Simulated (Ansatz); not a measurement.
# Run report: Si, geometry relaxation (part 1 of 2)

System: Si (Ia-3, 8 atoms in the cell).
Method: DFT r2SCAN, scalar-relativistic, plane waves, PAW, no spin polarisation (Ansatz 0.2.0).

The structure derives from an entry of the Crystallography Open Database. Figures and captions count atoms from 1; the log counts them from 0 in places.

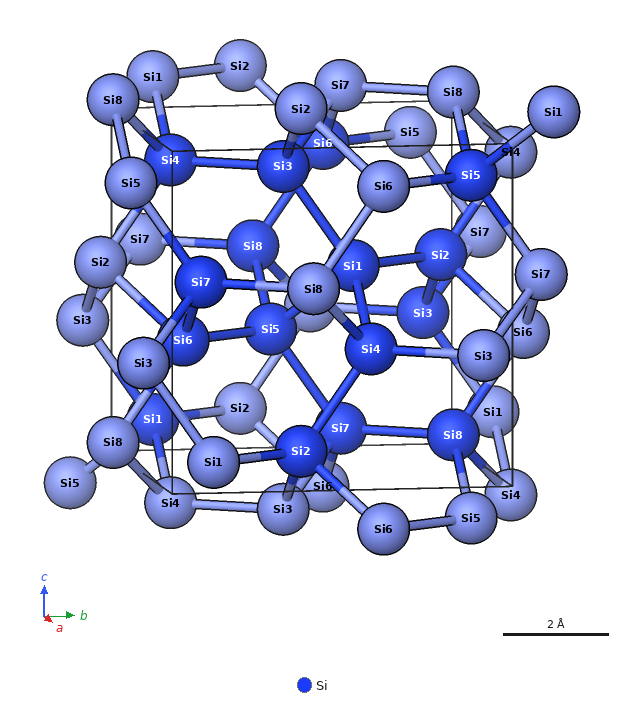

Figure 1. The structure as given in the input (ball-and-stick view of the cell 2 times as large as that of the calculation, set on its symmetry axes, seen slightly off an axis; neighbours outside the cell are drawn fainter; atoms are numbered from 1 in the order of the input). An atom can appear more than once, as a periodic image. Near neighbours in the periodic cell (some may lie outside the picture): Si has 4 Si at 2.36 to 2.38 Å.

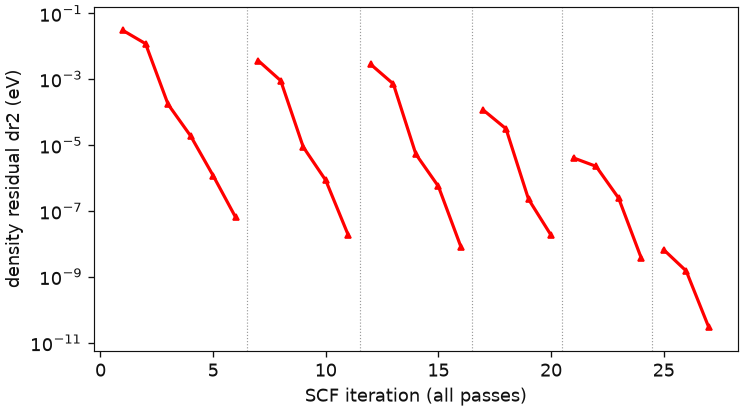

Figure 2. Convergence of the self-consistent field: density residual dr2 against the SCF iteration. The dotted lines part the SCF passes of the relaxation: geometry steps, rejected trials and re-solves on a re-selected basis. The 6 passes take 3 to 6 iterations each, 27 in all.

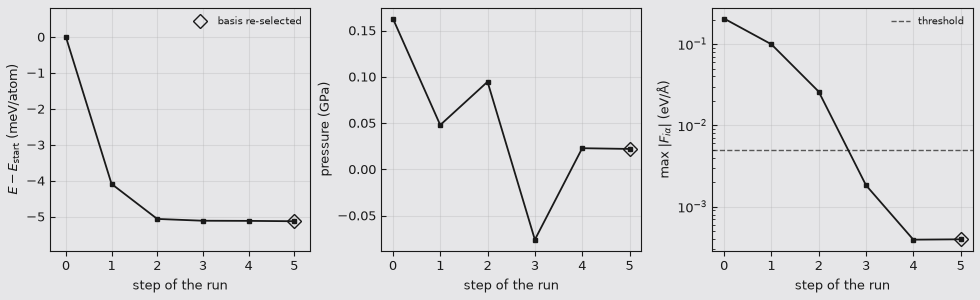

Figure 3. Progress of the relaxation, step by step (the first geometry is step 0 here and step 1 in the log).

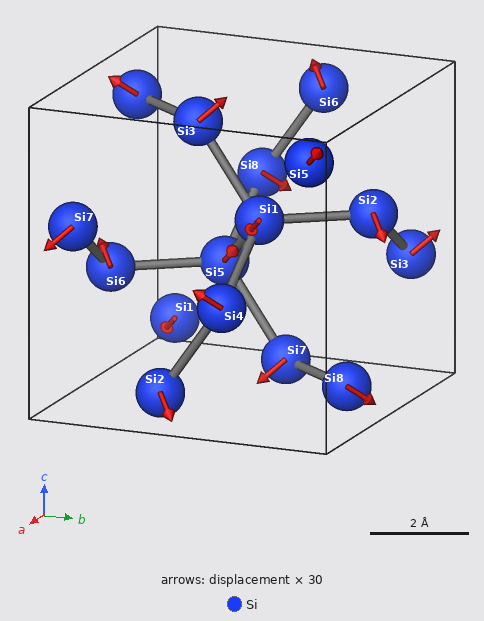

Figure 4. The starting structure with the displacements (without the part carried along by the change of the cell) as red arrows, magnified 30 times (ball-and-stick view of the cell 2 times as large as that of the calculation, set on its symmetry axes, seen slightly off an axis). The energy falls by 5.1 meV per atom in 4 geometry steps. Largest force component: 0.21 eV/Å at the start, 0.0004 eV/Å at the end. Pressure: 0.16 GPa at the start and 0.02 GPa at the end. The largest moves relative to the cell, 0.026 Å, are those of 8 atoms (Si1, Si2, Si3, Si4 and others). Cell: a = b = c 6.622 → 6.647 Å (+0.4 %). Volume +1.2 %. Among the contacts that change: Si1–Si5 2.363 → 2.319 Å, Si1–Si2 2.377 → 2.394 Å. The space group stays Ia-3 (No. 206). A last SCF at the same geometry on a re-selected plane-wave basis shifts the energy by next to nothing (0.0 meV per atom). (Atoms are counted from 1 in the order of the input.)

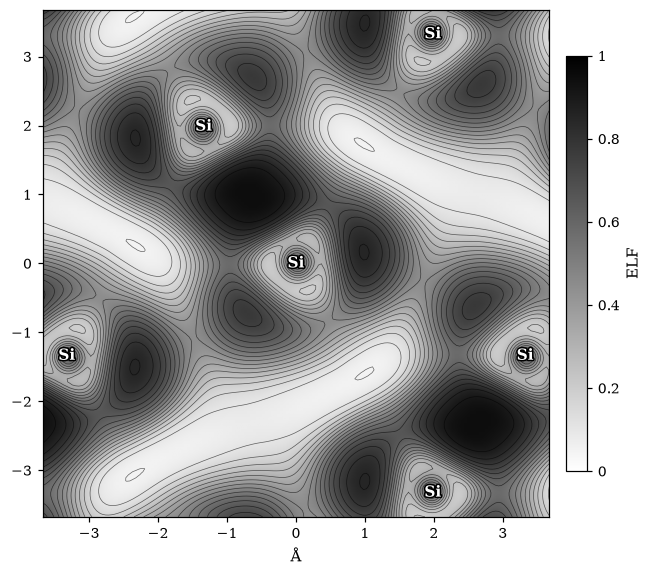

Figure 5. ELF on the (100) plane of the conventional cell. The section cuts through Si sites. The fields are those of the smooth PAW valence density.

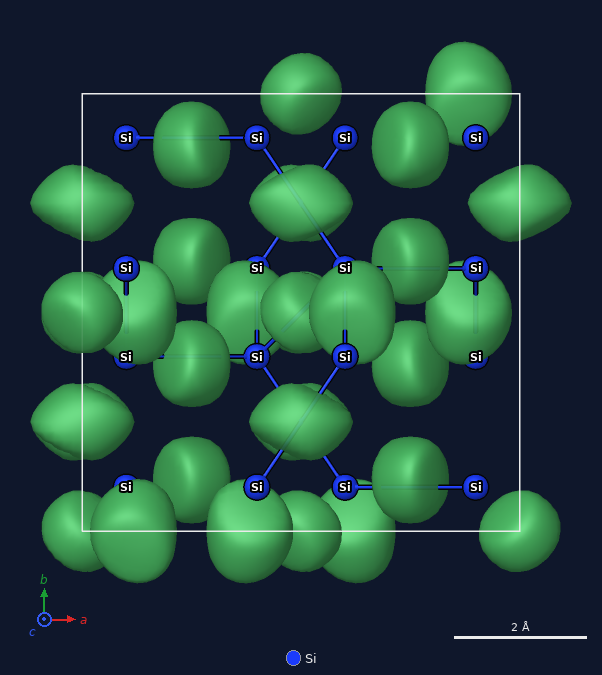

Figure 6. Isosurface of the ELF at 0.8 (green), seen along the c axis. Core shells and regions of very low density are left out. Sticks mark near contacts. The outline is the cell set on symmetry axes.

The input that produced these results follows, with the program's output.

Input file:
```yaml
crystal:
  lattice:
    - [-3.3109, 3.3109, 3.3109]
    - [3.3109, -3.3109, 3.3109]
    - [3.3109, 3.3109, -3.3109]
  atoms:
    - { symbol: Si, position: [0.206, 0.206, 0.206] }
    - { symbol: Si, position: [0.5, 0.0, 0.294] }
    - { symbol: Si, position: [0.294, 0.5, 0.0] }
    - { symbol: Si, position: [0.0, 0.294, 0.5] }
    - { symbol: Si, position: [0.794, 0.794, 0.794] }
    - { symbol: Si, position: [0.5, 0.0, 0.706] }
    - { symbol: Si, position: [0.706, 0.5, 0.0] }
    - { symbol: Si, position: [0.0, 0.706, 0.5] }
basis:
  ecutwfc: 500
kpoints:
  mp_grid: { grid: [8, 8, 8] }
hamiltonian:
  xc: r2scan
scf:
  occupations: { method: gaussian, width: 0.1 }
output:
  forces: true
  stress: true
  eigenvalues: true
  write_density: true
  write_potential: true
  elf: true
  volumetric_format: npy
relax:
  adjacent_minimum: "off"
  f_tol: 0.005
  max_steps: 80
  cell: { stress_tol: 0.05 }
```

Command:
```bash
ansatz run input.yaml --threads 2 --pin off --max-ram 5120MiB --backend cpu --events-out ev --progress --plain --runs-dir out
```

Output:
```
Engine: ansatz 0.2.0, x86_64-unknown-linux-gnu
Pseudopotentials: kind: paw
Pseudopotential: Si, paw, valence charge 4, recommended cutoff 500 eV (meta_gga), Si.paw.azcp
Functional definition: r2SCAN
  parameter k0 = 0.174
  parameter k1 = 0.065
  parameter a1 = 4.9479
  exchange = r2scan_x(k0 = k0, k1 = k1, a1 = a1)
  correlation = r2scan_c
Crystal: 8 atoms, lattice volume = 145.177 Å³
Basis set: ecut = 500 eV, 3589 PW (Γ), exchange–correlation on 180×180×180 points (64 copies of the dense FFT grid, shifted against one another)
Bands: 24, of which v1, the nominal top of the filled ones, is band 16 counted from 1 (15 counted from 0)
Symmetry: 24 space group operations
Space group: Ia-3 (ITA 206), of the structure as read, at distance tolerance 5.3e-5 Å
k-points: 35 of 512
Non-local potential: Si, projectors of the file, l = 0: 2, l = 1: 2, l = 2: 2
PAW form: soft (Blöchl's): semilocal exchange-correlation on the pseudo side does not see the compensation charge
PAW frozen core: Si, regenerated for the run's functional (the file was generated under x = pbe(κ = 0.804, μ = 0.2195149727645171), c = pbe(β = 0.06672455060314922))
PAW one-centre angular grid: Si, 302 points (default); XC on 160 Gauss nodes
Initial density: superposition of atomic densities (neutral atoms: chi_scale 0, normalization atom), corrected by the library's trained network
Initial wavefunctions: pseudopotential atomic-orbital guess
Functional: x = r2scan, c = r2scan; τ floored in thin density (d = 2e-4 eV/Å³)
SCF iter   1: F=—  HF=-5110.917103 eV  |F-HF|=—  |Δ(HF+E_count)|=         —  Δρ=4.80e-3  dr2=3.00e-2  dr2_τ=4.81e-2  ethr=1.77e-3  ⟨swp⟩=7.0  Hψ=4970  notcnv=0
preconditioner: auto → Resta (q_TF=auto, 2.120 Å⁻¹)  ε∞=5.4  [insulator: Δε(μ)=0.175 eV  Ē_g=8.296 eV  σ=0.100 eV  W_gap=0.58  n_scr=18 (ndim 8)  ℏωp=17.4 eV  f_vac=0.000  D(μ)=0.70/eV (n_scr^D=0)  ε∞_Penn≈5.4]
SCF iter   2: F=—  HF=-5111.002855 eV  |F-HF|=—  |Δ(HF+E_count)|=   8.58e-2  Δρ=3.13e-3  dr2=1.19e-2  dr2_τ=3.88e-5  ethr=9.39e-5  ⟨swp⟩=2.0  Hψ=1889  notcnv=0  defer=71
SCF iter   3: F=—  HF=-5111.002792 eV  |F-HF|=—  |Δ(HF+E_count)|=   6.28e-5  Δρ=3.80e-4  dr2=1.72e-4  dr2_τ=6.08e-6  ethr=3.72e-5  ⟨swp⟩=2.5  Hψ=1312  notcnv=0  defer=71
SCF iter   4: F=—  HF=-5111.002970 eV  |F-HF|=—  |Δ(HF+E_count)|=   1.77e-4  Δρ=1.24e-4  dr2=1.89e-5  dr2_τ=1.02e-7  ethr=5.37e-7  ⟨swp⟩=2.0  Hψ=1328  notcnv=0  defer=71
SCF iter   5: F=—  HF=-5111.003023 eV  |F-HF|=—  |Δ(HF+E_count)|=   5.32e-5  Δρ=3.20e-5  dr2=1.18e-6  dr2_τ=1.03e-8  ethr=5.91e-8  ⟨swp⟩=2.0  Hψ=1321  notcnv=0  defer=71
SCF iter   6: F=-5111.003024 eV  HF=-5111.003024 eV  |F-HF|=8.90e-8  |Δ(HF+E_count)|=   1.54e-6  Δρ=8.19e-6  dr2=6.35e-8  dr2_τ=9.96e-10  ethr=3.13e-10  ⟨swp⟩=14.1  Hψ=6679  notcnv=0
SCF 1 converged in 6 iterations: F = -5111.003024 eV  dr2 = 6.35e-8
  greatest PAW one-centre occupation: 0.648 electrons in one spin orbital (limit 2), on the Si atom at site 5 (counted from 0), in its partial waves of l = 0
relax step   1: F+E_penalty+E_count = -5111.00302435 eV  Δ(F+E_penalty+E_count) = +0.000e0 eV  max|allowed force component| = 2.062e-1 eV/Å  Δτ_max = 0.0000 Å  P = +0.163 GPa  Ω = 145.177 Å³  (6 SCF iters, dr2 threshold 1.00e-7 eV, accepted)
Crystal: 8 atoms, lattice volume = 146.152 Å³
Basis set: ecut = 500 eV, 3781 PW (Γ), exchange–correlation on 180×180×180 points (64 copies of the dense FFT grid, shifted against one another)
Initial density: handed on by an earlier stage of this run
Initial wavefunctions: those handed on with the density
iter 1 solved again at ethr=9.98e-6 eV; its pass at ethr=3.10e-3 eV (dr2=3.19e-3 eV) is discarded
SCF iter   1: F=—  HF=-5111.034977 eV  |F-HF|=—  |Δ(HF+E_count)|=         —  Δρ=1.46e-3  dr2=3.66e-3  dr2_τ=3.46e-4  ethr=9.98e-6  ⟨swp⟩=2.4  Hψ=5140  notcnv=0
preconditioner: auto → Resta (q_TF=auto, 2.118 Å⁻¹)  ε∞=5.4  [insulator: Δε(μ)=0.104 eV  Ē_g=8.272 eV  σ=0.100 eV  W_gap=0.52  n_scr=18 (ndim 8)  ℏωp=17.4 eV  f_vac=0.000  D(μ)=0.47/eV (n_scr^D=0)  ε∞_Penn≈5.4]
SCF iter   2: F=—  HF=-5111.035800 eV  |F-HF|=—  |Δ(HF+E_count)|=   8.23e-4  Δρ=7.93e-4  dr2=8.98e-4  dr2_τ=1.74e-6  ethr=9.98e-6  ⟨swp⟩=2.2  Hψ=1399  notcnv=0
preconditioner: auto → Kerker (q_TF=auto, 2.118 Å⁻¹)  [metal: Δε(μ)=0.089 eV  Ē_g=8.270 eV  σ=0.100 eV  W_gap=0.45  n_scr=18 (ndim 8)  ℏωp=17.4 eV  f_vac=0.000  D(μ)=0.51/eV (n_scr^D=0)]
SCF iter   3: F=—  HF=-5111.035696 eV  |F-HF|=—  |Δ(HF+E_count)|=   1.04e-4  Δρ=9.80e-5  dr2=8.70e-6  dr2_τ=1.43e-7  ethr=2.81e-6  ⟨swp⟩=2.9  Hψ=1402  notcnv=0
SCF iter   4: F=—  HF=-5111.035732 eV  |F-HF|=—  |Δ(HF+E_count)|=   3.57e-5  Δρ=2.76e-5  dr2=8.45e-7  dr2_τ=4.47e-9  ethr=2.50e-9  ⟨swp⟩=12.1  Hψ=7034  notcnv=0
SCF iter   5: F=-5111.035733 eV  HF=-5111.035733 eV  |F-HF|=5.61e-9  |Δ(HF+E_count)|=   8.30e-7  Δρ=2.97e-6  dr2=1.83e-8  dr2_τ=7.35e-11  ethr=2.50e-9  ⟨swp⟩=9.6  Hψ=5852  notcnv=0
SCF 2 converged in 5 iterations: F = -5111.035733 eV  dr2 = 1.83e-8
  greatest PAW one-centre occupation: 0.648 electrons in one spin orbital (limit 2), on the Si atom at site 7 (counted from 0), in its partial waves of l = 0
relax step   2: F+E_penalty+E_count = -5111.03573277 eV  Δ(F+E_penalty+E_count) = -3.271e-2 eV  max|allowed force component| = 9.948e-2 eV/Å  Δτ_max = 0.0150 Å  P = +0.048 GPa  Ω = 146.152 Å³  energy of the carried Pulay correction = -4.946e-5 eV  (5 SCF iters, dr2 threshold 8.00e-7 eV, accepted)
Crystal: 8 atoms, lattice volume = 146.910 Å³
iter 1 solved again at ethr=7.44e-6 eV; its pass at ethr=3.10e-3 eV (dr2=2.38e-3 eV) is discarded
SCF iter   1: F=—  HF=-5111.042867 eV  |F-HF|=—  |Δ(HF+E_count)|=         —  Δρ=1.31e-3  dr2=2.79e-3  dr2_τ=2.93e-4  ethr=7.44e-6  ⟨swp⟩=2.7  Hψ=5182  notcnv=0
preconditioner: auto → Resta (q_TF=auto, 2.116 Å⁻¹)  ε∞=5.4  [insulator: Δε(μ)=0.190 eV  Ē_g=8.265 eV  σ=0.100 eV  W_gap=0.67  n_scr=18 (ndim 8)  ℏωp=17.3 eV  f_vac=0.000  D(μ)=0.20/eV (n_scr^D=0)  ε∞_Penn≈5.4]
SCF iter   2: F=—  HF=-5111.043576 eV  |F-HF|=—  |Δ(HF+E_count)|=   7.08e-4  Δρ=7.24e-4  dr2=7.14e-4  dr2_τ=1.43e-6  ethr=7.44e-6  ⟨swp⟩=2.2  Hψ=1402  notcnv=0
SCF iter   3: F=—  HF=-5111.043494 eV  |F-HF|=—  |Δ(HF+E_count)|=   8.20e-5  Δρ=7.41e-5  dr2=5.26e-6  dr2_τ=1.06e-7  ethr=2.23e-6  ⟨swp⟩=2.9  Hψ=1408  notcnv=0
SCF iter   4: F=—  HF=-5111.043524 eV  |F-HF|=—  |Δ(HF+E_count)|=   3.05e-5  Δρ=2.18e-5  dr2=5.55e-7  dr2_τ=2.67e-9  ethr=1.93e-9  ⟨swp⟩=11.9  Hψ=6848  notcnv=0
SCF iter   5: F=-5111.043525 eV  HF=-5111.043525 eV  |F-HF|=3.81e-9  |Δ(HF+E_count)|=   5.18e-7  Δρ=2.06e-6  dr2=8.08e-9  dr2_τ=4.17e-11  ethr=1.74e-9  ⟨swp⟩=6.1  Hψ=5150  notcnv=0
SCF 3 converged in 5 iterations: F = -5111.043525 eV  dr2 = 8.08e-9
relax step   3: F+E_penalty+E_count = -5111.04352496 eV  Δ(F+E_penalty+E_count) = -7.792e-3 eV  max|allowed force component| = 2.603e-2 eV/Å  Δτ_max = 0.0139 Å  P = +0.095 GPa  Ω = 146.910 Å³  energy of the carried Pulay correction = -8.756e-5 eV  (5 SCF iters, dr2 threshold 6.19e-7 eV, accepted)
Crystal: 8 atoms, lattice volume = 147.005 Å³
iter 1 solved again at ethr=3.14e-7 eV; its pass at ethr=3.10e-3 eV (dr2=1.01e-4 eV) is discarded
```
